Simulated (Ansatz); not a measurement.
## A series of single points on Na

System: Na (P6₃/mmc, 2 atoms in the cell).
Method: DFT, PBE, all-electron LAPW, scalar-relativistic, no spin polarisation (Ansatz 0.2.0).

The 6 runs differ only in the geometry, by a strain of the cell at fixed fractional positions. Against run 4, the strain is εzz = η. The structure derives from an entry of the Crystallography Open Database.

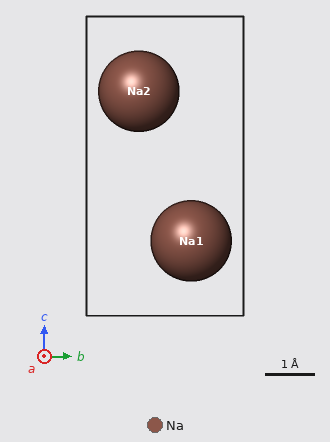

Figure 1. The structure of run 4 (spheres-only view of the cell of the calculation, along the a axis; atoms are numbered from 1 in the order of the input).

**Input of run 4**
```yaml
crystal:
  lattice:
    - [3.7670009976, 0.0, 0.0]
    - [-1.8835004988, 3.26231856, 0.0]
    - [0.0, 0.0, 6.21554]
  atoms:
    - { symbol: Na, position: [0.3333333333, 0.6666666667, 0.25] }
    - { symbol: Na, position: [0.6666666667, 0.3333333333, 0.75] }
kpoints:
  mp_grid: { grid: [13, 13, 7] }
  band_path:
    path:
      - [0.0, 0.0, 0.0]
      - [0.5, 0.0, 0.0]
      - [0.3333333333, 0.3333333333, 0.0]
      - [0.0, 0.0, 0.0]
      - [0.0, 0.0, 0.5]
      - [0.5, 0.0, 0.5]
      - [0.3333333333, 0.3333333333, 0.5]
      - [0.0, 0.0, 0.5]
      - [0.5, 0.0, 0.5]
    npoints: 5
scf:
  occupations: { method: fermi_dirac, width: 0.05 }
hamiltonian:
  xc: pbe
  pseudopotentials: { kind: all_electron, lapw: { basis_error: 0.00025 } }
output:
  forces: true
  stress: true
  eigenvalues: true
```

Command:
```bash
ansatz run input.yaml --threads 1 --pin off --max-ram 3072MiB --backend cpu --events-out ev --progress --plain --runs-dir out
```

Lattice vectors (Å) and fractional positions of run 4:
```
   3.767001    0.000000    0.000000
  -1.883500    3.262319    0.000000
   0.000000    0.000000    6.215540
Na  0.333333  0.666667  0.250000
Na  0.666667  0.333333  0.750000
```

Run 2 differs from it as follows:
```diff
-    - [0.0, 0.0, 6.21554]
+    - [0.0, 0.0, 6.03092]
```

**Results, with one run withheld**

```csv
run,strain parameter η (%),"free energy per atom, from the lowest run given (meV)",pressure (GPa)
1,−3.9604,0.96,0.10
2,−2.9703,?,?
3,−1.9802,0.00,−0.06
4,0.0000,0.28,−0.21
5,0.9901,0.89,−0.28
6,1.9802,1.83,−0.34
```

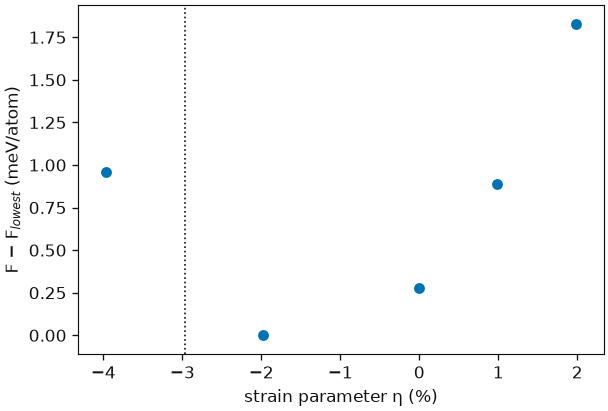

Figure 2. Free energy per atom of the runs given; the dotted line marks run 2.

What should run 2 give?

A cubic polynomial in the coordinate, fitted to the 5 runs given, misses them by under 0.01 meV per atom. With x = η + 0.5941, it reads F = 0.062741 + 0.26643 x + 0.16101 x² + 0.0008021 x³ (meV per atom). At run 2 it gives 0.33 meV per atom, and the run itself gives 0.32. The fit has its minimum at η = −1.4267 %.

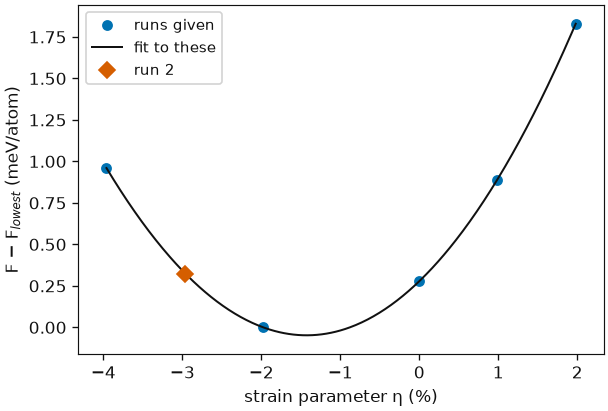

Figure 3. The fit and the withheld run.

**Output, shortened to warnings, some set-up lines, iterations and results (run 2)**
```
Basis set: ecut = 92.18951800201091 eV, 135 PW (Γ), exchange–correlation at level 2
Symmetry: 24 space group operations
k-points: 84 of 1183
Initial density: superposition of atomic densities (chi_scale 0.1, normalization cell)
[...]
SCF iter   1: F=—  HF=-8840.149945 eV  |F-HF|=—  |Δ(HF+E_count)|=         —  Δρ=1.84e-3  dr2=3.28e-3  ethr=1.82e-5  ⟨swp⟩=4.2  Hψ=8638  notcnv=0
SCF iter   2: F=—  HF=-8840.148445 eV  |F-HF|=—  |Δ(HF+E_count)|=   1.50e-3  Δρ=1.25e-3  dr2=1.70e-3  ethr=1.82e-5  ⟨swp⟩=2.0  Hψ=3271  notcnv=0
SCF iter   3: F=—  HF=-8840.148636 eV  |F-HF|=—  |Δ(HF+E_count)|=   1.91e-4  Δρ=5.16e-4  dr2=3.72e-4  ethr=9.42e-6  ⟨swp⟩=2.0  Hψ=3271  notcnv=0
SCF iter   4: F=—  HF=-8840.148617 eV  |F-HF|=—  |Δ(HF+E_count)|=   1.88e-5  Δρ=3.12e-4  dr2=1.47e-4  ethr=2.06e-6  ⟨swp⟩=2.0  Hψ=3271  notcnv=0
SCF iter   5: F=—  HF=-8840.148698 eV  |F-HF|=—  |Δ(HF+E_count)|=   8.12e-5  Δρ=4.62e-5  dr2=2.92e-6  ethr=1.63e-8  ⟨swp⟩=2.0  Hψ=5577  notcnv=0
SCF iter   6: F=—  HF=-8840.148699 eV  |F-HF|=—  |Δ(HF+E_count)|=   4.79e-7  Δρ=1.47e-5  dr2=2.47e-7  ethr=1.62e-8  ⟨swp⟩=2.0  Hψ=3271  notcnv=0
SCF iter   7: F=-8840.148699 eV  HF=-8840.148699 eV  |F-HF|=4.76e-9  |Δ(HF+E_count)|=   1.51e-7  Δρ=3.30e-6  dr2=1.51e-8  ethr=1.37e-9  ⟨swp⟩=2.9  Hψ=3374  notcnv=0
SCF 1 converged in 7 iterations: F = -8840.148699 eV  dr2 = 1.51e-8
NSCF: frozen V_eff on 41 k-points
SCF converged after 7 iterations
Free energy (F): -8840.148699 eV
Harris-Foulkes:  -8840.148699 eV  (|F-HF|=4.76e-9)
Internal energy: -8840.140446 eV  (E = F + TS)
E sigma→0 (E₀):  -8840.144573 eV
Entropy (-TS):   -0.008252 eV (-4.126 meV/atom)
Fermi energy:    1.588657 eV
--- Per-component energies (eV) ---
  E_band       = -484.822695
  E_kinetic    = 8846.022962
  E_xc         = -781.401496
  E_electrostatic = -16904.761913  (all electrons and nuclei)
  E_smearing   = -0.008252  (= −TS)
  E_closure    = 0.000000  (closes the sum)
  E_atoms      = -8837.540736  (free atoms, spherical and without spin; not in F)
  Σ components = -8840.148699   (vs F -8840.148699, Δ=0.00e0)
  Basis errors (estimates in eV, not in F): energy 6.0e-5 per atom: plane waves 5.9e-5 (3.0e-5 summed), levels above the bands 3.9e-32, relativity 2.1e-10, radial functions 1.6e-6, core shells 7.9e-16; eigenvalues (radial functions only) 1.6e-6; not estimated: angular momenta, meshes, grids; target …
--- Forces (eV/Å), atoms counted from 1 ---
  atom   1  Na     0.00000000    -0.00000000     0.00000000
  atom   2  Na    -0.00000000     0.00000000    -0.00000000
  max |Σ_I F_I| component: 0.00e0 eV/Å
--- Stress (GPa, compression-positive) ---
       -0.077319       0.000000       0.000000
        0.000000      -0.077319      -0.000000
        0.000000      -0.000000       0.203315
  P = ⅓ Tr σ = 0.0162 GPa (0.162 kbar)
```
